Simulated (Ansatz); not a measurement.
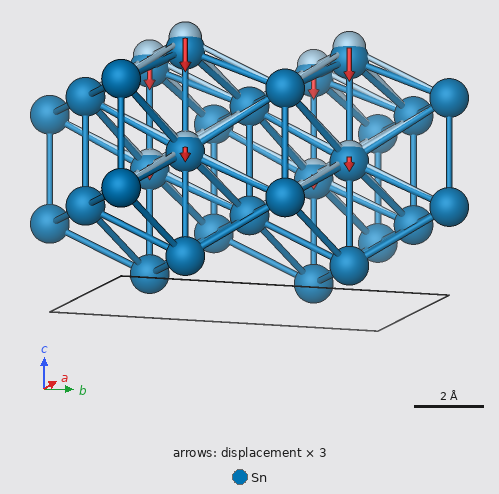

This is a constrained relaxation of a slab of composition Sn (cut from the I4/mmm phase). The starting structure is drawn faded, the final one solid; red arrows show the displacements, magnified 3 times.

Style: ball-and-stick. Shown: the 2 × 2 repeat of the cell, outlined in the plane, without the vacuum, from a free direction.

Case: clean slab, lower half held. The slab is the (1 0 0) face of Sn. 2 atoms are held fixed.

Theory: DFT PBEsol, scalar-relativistic, plane waves, PAW (Ansatz 0.2.0).

Input file:
```yaml
crystal:
  lattice:
    - [3.234653267, 0.0, 0.0]
    - [0.0, 5.0677589036, 0.0]
    - [0.0, 0.0, 23.469306534]
  atoms:
    - { symbol: Sn, position: [0.5, 0.5, 0.3621751664] }
    - { symbol: Sn, position: [0.0, 0.0, 0.4310875832] }
    - { symbol: Sn, position: [0.5, 0.5, 0.5] }
    - { symbol: Sn, position: [0.0, 0.0, 0.5689124168] }
    - { symbol: Sn, position: [0.5, 0.5, 0.6378248336] }
basis:
  ecutwfc: 420
kpoints:
  mp_grid: { grid: [9, 6, 1] }
hamiltonian:
  xc: pbesol
scf:
  occupations: { method: gaussian, width: 0.1 }
output:
  forces: true
  eigenvalues: true
relax:
  adjacent_minimum: "off"
  f_tol: 0.03
  max_steps: 70
  constraints: [{ sites: [0, 1] }]
efield:
  axis: 3
  dipole_correction: true
  ramp_width: 0.04
```

Run as
```bash
ansatz run input.yaml --threads 2 --pin off --max-ram 5120MiB --backend cpu --events-out ev --progress --plain --runs-dir out
```

Describe the change and its energy.

Answer. After 3 geometry steps the energy has fallen by 0.109 eV per cell of the calculation. The largest force component goes from 0.58 to 0.0044 eV/Å. Sn5 moves most: 0.34 Å along the normal (−c). The lattice vectors keep their values. Near-neighbour distances that change, for instance: Sn3–Sn5 3.235 → 3.047 Å, Sn1–Sn3 3.235 → 3.080 Å, Sn4–Sn5 3.414 → 3.265 Å, Sn3–Sn4 3.414 → 3.490 Å.
